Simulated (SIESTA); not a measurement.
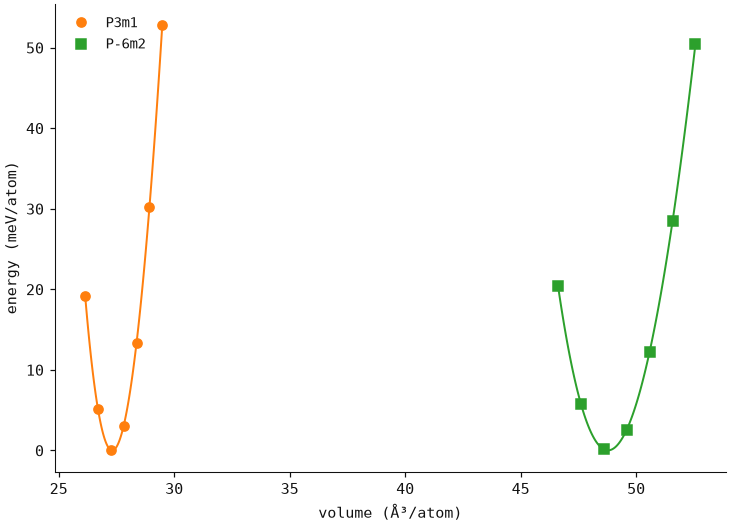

The picture above shows the energy against volume, with one curve for each structure, for WS₂. Each energy curve has its own zero, so the curves don't rank the structures.

How it was computed, with SIESTA 5.4.2: DFT in numerical atomic orbitals with pseudopotentials, no spin polarisation; energies at scaled volumes of the given cell, shape and fractions fixed, counted from the fit's minimum, third-order Birch-Murnaghan fit. Level: LDA.

```tsv
setting	value
occupations	Fermi–Dirac
smearing width	0.05 eV
potentials	PseudoDojo 0.4 standard, converted to PSML, two zetas on semicore shells
```

Settings that differ: P3m1: k mesh 8×8×1; P-6m2: k mesh 10×10×2.

**Order the curves by fitted equilibrium volume, smallest first.**

P3m1 27.318, P-6m2 48.781 Å³/atom.

**Order the curves by fitted bulk modulus, smallest first.**

P-6m2 62.9, P3m1 113.0 GPa.

Note: mulliken charges of long orbitals; short basis over semicore shells; shape and atomic fractions are frozen while scaling, which makes layered, chain and framework solids too stiff.

The computed values:

P3m1:
| volume (Å³/atom) | energy (meV/atom) |
| --- | --- |
| 26.15 | 19.15 |
| 26.70 | 5.09 |
| 27.26 | 0.05 |
| 27.82 | 3.08 |
| 28.37 | 13.39 |
| 28.93 | 30.20 |
| 29.48 | 52.80 |

P-6m2:
| volume (Å³/atom) | energy (meV/atom) |
| --- | --- |
| 46.62 | 20.46 |
| 47.61 | 5.80 |
| 48.60 | 0.13 |
| 49.59 | 2.56 |
| 50.58 | 12.25 |
| 51.58 | 28.45 |
| 52.57 | 50.47 |
